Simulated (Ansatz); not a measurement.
# Two runs on TiO

System: TiO (P-62m, 6 atoms in the cell).
Method of the first run: Kohn-Sham DFT of a periodic cell, PBEsol, Ansatz PAW, no spin polarisation (Ansatz 0.2.0).

The structure derives from a Materials Project entry. Text and figures count atoms from 1; the logs count them from 0 in places.

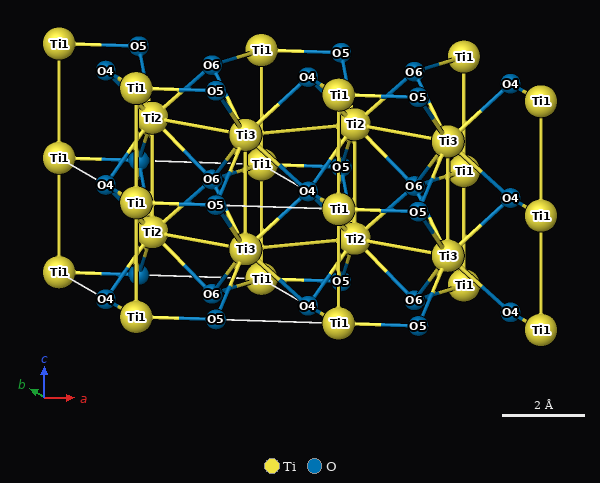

**Figure 1.** The structure as given in the input (ball-and-stick view of the cell of the calculation, repeated 2 × 1 × 2, seen slightly off an axis; atoms are numbered from 1 in the order of the input). An atom can appear more than once, as a periodic image.

The input, the first run:
```yaml
crystal:
  lattice:
    - [4.989087772, 0.0, 0.0]
    - [-2.494543886, 4.3206767523, 0.0]
    - [0.0, 0.0, 2.87331344]
  atoms:
    - { symbol: Ti, position: [0.0, 0.0, 0.0] }
    - { symbol: Ti, position: [0.3333333333, 0.6666666667, 0.5] }
    - { symbol: Ti, position: [0.6666666667, 0.3333333333, 0.5] }
    - { symbol: O, position: [0.0, 0.39444076, 0.0] }
    - { symbol: O, position: [0.39444076, 0.0, 0.0] }
    - { symbol: O, position: [0.60555924, 0.60555924, 0.0] }
hamiltonian:
  xc: pbesol
  pseudopotentials: { kind: paw }
kpoints:
  mp_grid: { grid: [6, 6, 9] }
scf:
  occupations: { method: fermi_dirac, width: 0.05 }
output:
  forces: true
  stress: true
  eigenvalues: true
relax:
  f_tol: 0.01
  max_steps: 40
  cell: { stress_tol: 0.05 }
```

Launched with:
```bash
ansatz run input.yaml --threads 2 --pin off --max-ram 5632MiB --backend cpu --events-out ev --progress --plain --runs-dir out
```

Hardware: 2 threads of Arm Neoverse V2, 24 GiB of memory available, shared host.

Output, shortened to warnings, some set-up lines, iterations and results (the first run):
```
Basis set: ecut = 420 eV, 1251 PW (Γ), exchange–correlation on 72×72×40 points (8 copies of the dense FFT grid, shifted against one another)
Symmetry: 12 space group operations
k-points: 35 of 324 (time reversal used)
Initial density: superposition of atomic densities (neutral atoms: chi_scale 0, normalization atom), corrected by the library's trained network
[...]
SCF iter   1: F=—  HF=-9112.830215 eV  |F-HF|=—  |Δ(HF+E_count)|=         —  Δρ=1.45e-2  dr2=9.31e-2  ethr=1.77e-3  ⟨swp⟩=4.6  Hψ=4484  notcnv=0
SCF iter   2: F=—  HF=-9112.808737 eV  |F-HF|=—  |Δ(HF+E_count)|=   2.15e-2  Δρ=5.81e-3  dr2=1.81e-2  ethr=1.72e-4  ⟨swp⟩=2.1  Hψ=2055  notcnv=0
SCF iter   3: F=—  HF=-9112.805420 eV  |F-HF|=—  |Δ(HF+E_count)|=   3.32e-3  Δρ=1.81e-3  dr2=2.10e-3  ethr=3.35e-5  ⟨swp⟩=2.5  Hψ=1990  notcnv=0
SCF iter   4: F=—  HF=-9112.805053 eV  |F-HF|=—  |Δ(HF+E_count)|=   3.68e-4  Δρ=5.01e-4  dr2=1.69e-4  ethr=3.89e-6  ⟨swp⟩=2.4  Hψ=1630  notcnv=0
SCF iter   5: F=—  HF=-9112.805016 eV  |F-HF|=—  |Δ(HF+E_count)|=   3.71e-5  Δρ=1.57e-4  dr2=1.42e-5  ethr=3.13e-7  ⟨swp⟩=2.1  Hψ=1584  notcnv=0
[... 49 lines ...]
SCF iter   6: F=-9112.835053 eV  HF=-9112.835053 eV  |F-HF|=1.82e-12  |Δ(HF+E_count)|=    0.00e0  Δρ=2.03e-8  dr2=2.47e-13  ethr=1.00e-12  ⟨swp⟩=1.0  Hψ=1155  notcnv=0
SCF iter   7: F=-9112.835053 eV  HF=-9112.835053 eV  |F-HF|=1.82e-12  |Δ(HF+E_count)|=  1.82e-12  Δρ=5.91e-9  dr2=2.03e-14  ethr=1.00e-12  ⟨swp⟩=1.0  Hψ=1155  notcnv=0
SCF iter   8: F=-9112.835053 eV  HF=-9112.835053 eV  |F-HF|=0.00e0  |Δ(HF+E_count)|=    0.00e0  Δρ=2.18e-9  dr2=1.95e-15  ethr=1.00e-12  ⟨swp⟩=1.9  Hψ=2531  notcnv=0
SCF 7 converged in 8 iterations: F = -9112.835053 eV  dr2 = 1.95e-15
relax step   7: F+E_penalty+E_count = -9112.83505263 eV  Δ(F+E_penalty+E_count) = +1.932e-4 eV  max|allowed force component| = 2.581e-4 eV/Å  Δτ_max = 0.0000 Å  P = -0.004 …
basis re-selected at this cell: Δ(F+E_penalty+E_count) = +1.932e-4 eV, ΔP = -0.002 GPa vs the last step (what re-selecting the basis moved, of the pressure what is left beyond the Pulay correction that the steps carried, after the strain that the cell walked since its last selection, with what the …
SCF converged after 8 iterations
Free energy (F): -9112.835053 eV
Harris-Foulkes:  -9112.835053 eV  (|F-HF|=0.00e0)
Internal energy: -9112.830330 eV  (E = F + TS)
E sigma→0 (E₀):  -9112.832691 eV
Entropy (-TS):   -0.004723 eV (-0.787 meV/atom)
Fermi energy:    16.382486 eV
--- Per-component energies (eV) ---
  E_band       = -345.426120
  E_kinetic    = 1353.940827
  E_local      = -2949.848762  (includes V_loc(G=0)·N_el)
  E_nonlocal   = 170.667509
  E_hartree    = 1175.181185
  E_xc         = -513.880242
  E_vxc        = -652.244117  (∫ρ·V_xc dr)
  E_paw        = -3524.772097  (= ΣΔE_a)
  E_vpaw       = -618.311667  (= ΣTr[D̂ρ^β])
  E_aug_tail   = 0.007718  (compensation charges beyond the density's cutoff)
  E_ewald      = -4824.650485
  E_core_change = 0.524017  (= ΣΔE_core)
  E_smearing   = -0.004723  (= −TS)
  E_closure    = -0.000000  (closes the sum)
  Σ components = -9112.835053   (vs F -9112.835053, Δ=0.00e0)
--- Forces (eV/Å), atoms counted from 1 ---
  atom   1  Ti    -0.00000000    -0.00000000     0.00000000
  atom   2  Ti     0.00000000     0.00000000     0.00000000
  atom   3  Ti     0.00000000     0.00000000     0.00000000
  atom   4  O     -0.00012904     0.00022351     0.00000000
  atom   5  O      0.00025809     0.00000000     0.00000000
  atom   6  O     -0.00012904    -0.00022351     0.00000000
  max |Σ_I F_I| component: 1.39e-16 eV/Å
--- Stress (GPa, compression-positive) ---
       -0.003281      -0.000000       0.000000
       -0.000000      -0.003281       0.000000
        0.000000       0.000000      -0.004352
  P = ⅓ Tr σ = -0.0036 GPa (-0.036 kbar)
--- Relaxed structure (5 steps of the walk, 5 accepted, 2 SCFs on fresh bases) ---
  F+E_penalty+E_count = -9112.83505263 eV   max|allowed force component| = 2.581e-4 eV/Å   (the final SCF, on the basis selected at the relaxed cell)
  cell:  # Å, volume = 60.3792 Å³
    - [4.956196719576907, -1.6443153539037438e-34, 0.0]
    - [-2.4780983597884534, 4.2921922653067, 0.0]
    - [0.0, 0.0, 2.838307624908076]
  atoms:
[...]
```

The second run used a changed input.

The two runs side by side:

| quantity | the first run | the second run |
| --- | --- | --- |
| outcome | converged | converged |
| free energy per atom (eV) | −1518.8058 | −1518.9476 |
| energy per atom, smearing taken to zero (eV) | −1518.8054 | −1518.9472 |
| gap on the mesh (eV) | 0.00 | 0.00 |
| pressure (GPa) | 0.00 | −0.01 |
| volume per atom (Å³) | 10.06 | 9.96 |
| largest force (eV/Å) | 0.000 | 0.003 |
| SCF iterations | 45 | 45 |
| irreducible k-points | 35 | 35 |
| wall time (shared host) | 26 s | 29 s |

What was changed in the input?

The change (lines with − go, lines with + come):
```diff
+  dispersion: d4
```

The total energies belong to different models, so their difference says nothing on which is more stable or more accurate. The volume per atom goes from 10.06 to 9.96 Å³. The number of SCF iterations is the same.

Output, shortened to warnings, some set-up lines, iterations and results (the second run):
```
Basis set: ecut = 420 eV, 1251 PW (Γ), exchange–correlation on 72×72×40 points (8 copies of the dense FFT grid, shifted against one another)
Symmetry: 12 space group operations
k-points: 35 of 324 (time reversal used)
Initial density: superposition of atomic densities (neutral atoms: chi_scale 0, normalization atom), corrected by the library's trained network
[...]
SCF iter   1: F=—  HF=-9113.651328 eV  |F-HF|=—  |Δ(HF+E_count)|=         —  Δρ=1.45e-2  dr2=9.31e-2  ethr=1.77e-3  ⟨swp⟩=4.6  Hψ=4484  notcnv=0
SCF iter   2: F=—  HF=-9113.629850 eV  |F-HF|=—  |Δ(HF+E_count)|=   2.15e-2  Δρ=5.81e-3  dr2=1.81e-2  ethr=1.72e-4  ⟨swp⟩=2.1  Hψ=2055  notcnv=0
SCF iter   3: F=—  HF=-9113.626534 eV  |F-HF|=—  |Δ(HF+E_count)|=   3.32e-3  Δρ=1.81e-3  dr2=2.10e-3  ethr=3.35e-5  ⟨swp⟩=2.5  Hψ=1990  notcnv=0
SCF iter   4: F=—  HF=-9113.626166 eV  |F-HF|=—  |Δ(HF+E_count)|=   3.68e-4  Δρ=5.01e-4  dr2=1.69e-4  ethr=3.89e-6  ⟨swp⟩=2.4  Hψ=1630  notcnv=0
SCF iter   5: F=—  HF=-9113.626129 eV  |F-HF|=—  |Δ(HF+E_count)|=   3.71e-5  Δρ=1.57e-4  dr2=1.42e-5  ethr=3.13e-7  ⟨swp⟩=2.1  Hψ=1584  notcnv=0
[... 49 lines ...]
SCF iter   6: F=-9113.685368 eV  HF=-9113.685368 eV  |F-HF|=1.82e-12  |Δ(HF+E_count)|=  1.82e-12  Δρ=2.81e-8  dr2=2.19e-13  ethr=1.00e-12  ⟨swp⟩=1.0  Hψ=1155  notcnv=0
SCF iter   7: F=-9113.685368 eV  HF=-9113.685368 eV  |F-HF|=3.64e-12  |Δ(HF+E_count)|=  1.82e-12  Δρ=6.88e-9  dr2=1.37e-14  ethr=1.00e-12  ⟨swp⟩=1.0  Hψ=1155  notcnv=0
SCF iter   8: F=-9113.685368 eV  HF=-9113.685368 eV  |F-HF|=0.00e0  |Δ(HF+E_count)|=  1.82e-12  Δρ=1.13e-9  dr2=8.67e-16  ethr=1.00e-12  ⟨swp⟩=1.6  Hψ=2496  notcnv=0
SCF 7 converged in 8 iterations: F = -9113.685368 eV  dr2 = 8.67e-16
relax step   7: F+E_penalty+E_count = -9113.68536766 eV  Δ(F+E_penalty+E_count) = +1.363e-4 eV  max|allowed force component| = 2.625e-3 eV/Å  Δτ_max = 0.0000 Å  P = -0.013 …
basis re-selected at this cell: Δ(F+E_penalty+E_count) = +1.363e-4 eV, ΔP = -0.003 GPa vs the last step (what re-selecting the basis moved, of the pressure what is left beyond the Pulay correction that the steps carried, after the strain that the cell walked since its last selection, with what the …
SCF converged after 8 iterations
Free energy (F): -9113.685368 eV
Harris-Foulkes:  -9113.685368 eV  (|F-HF|=0.00e0)
Internal energy: -9113.680770 eV  (E = F + TS)
E sigma→0 (E₀):  -9113.683069 eV
Entropy (-TS):   -0.004598 eV (-0.766 meV/atom)
Fermi energy:    16.589324 eV
--- Per-component energies (eV) ---
  E_band       = -335.738111
  E_kinetic    = 1355.745029
  E_local      = -2927.012752  (includes V_loc(G=0)·N_el)
  E_nonlocal   = 170.752333
  E_hartree    = 1168.189921
  E_xc         = -514.381336
  E_vxc        = -652.916520  (∫ρ·V_xc dr)
  E_paw        = -3525.047071  (= ΣΔE_a)
  E_vpaw       = -618.693812  (= ΣTr[D̂ρ^β])
  E_aug_tail   = 0.007768  (compensation charges beyond the density's cutoff)
  E_ewald      = -4841.603353
  E_disp       = -0.855327  (pairwise vdW)
  E_core_change = 0.524017  (= ΣΔE_core)
  E_smearing   = -0.004598  (= −TS)
  E_closure    = -0.000000  (closes the sum)
  Σ components = -9113.685368   (vs F -9113.685368, Δ=0.00e0)
--- Forces (eV/Å), atoms counted from 1 ---
  atom   1  Ti    -0.00000000    -0.00000000     0.00000000
  atom   2  Ti     0.00000000    -0.00000000     0.00000000
  atom   3  Ti     0.00000000     0.00000000     0.00000000
  atom   4  O     -0.00131255     0.00227340     0.00000000
  atom   5  O      0.00262510     0.00000000     0.00000000
  atom   6  O     -0.00131255    -0.00227340     0.00000000
  max |Σ_I F_I| component: 8.78e-17 eV/Å
--- Stress (GPa, compression-positive) ---
       -0.001319      -0.000000       0.000000
       -0.000000      -0.001319       0.000000
        0.000000       0.000000      -0.037084
  P = ⅓ Tr σ = -0.0132 GPa (-0.132 kbar)
--- Relaxed structure (5 steps of the walk, 5 accepted, 2 SCFs on fresh bases) ---
  F+E_penalty+E_count = -9113.68536766 eV   max|allowed force component| = 2.625e-3 eV/Å   (the final SCF, on the basis selected at the relaxed cell)
  cell:  # Å, volume = 59.7445 Å³
    - [4.939618593105897, 0.0, 0.0]
    - [-2.4698092965529486, 4.277835186635655, 0.0]
    - [0.0, 0.0, 2.827354621312209]
  atoms:
[...]
```
